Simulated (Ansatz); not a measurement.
System: HfO₂, space group Ccce, 6 atoms in the cell, shear (xy) strain −1.2%.

```yaml
crystal:
  lattice:
    - [3.57669, -0.02110, 0.00000]
    - [-0.02110, 3.57669, 0.00000]
    - [0.00000, 0.00000, 5.20222]
  atoms:
    - { symbol: Hf, position: [0.50000, 0.50000, 0.50000] }
    - { symbol: Hf, position: [0.00000, 0.00000, 0.00000] }
    - { symbol: O, position: [0.00000, 0.50000, 0.69621] }
    - { symbol: O, position: [0.50000, 0.00000, 0.80379] }
    - { symbol: O, position: [0.50000, 0.00000, 0.30379] }
    - { symbol: O, position: [0.00000, 0.50000, 0.19621] }
```

Computed with Ansatz 0.2.0: DFT, r2SCAN, plane waves, PAW, no spin polarisation, 8×8×6 k mesh, 500 eV cutoff.

What does the calculation give for the electronic structure?

There is a gap; over the k points computed it is 5.25 eV. The upper group of valence states starts about 5.5 eV under the valence-band top, with a gap beneath it; it holds about 24 electrons a cell.

Spin-orbit coupling is left out, which matters for Hf.

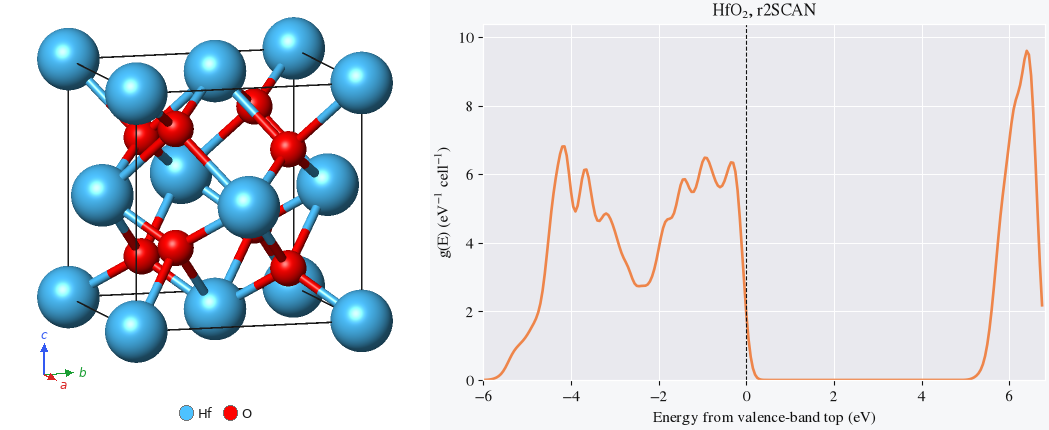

Density of states, beside the structure. Energies are counted from the top of the valence band. The curve is built from the levels of the k mesh with Gaussians 0.3 eV wide, which also blur the band edges.
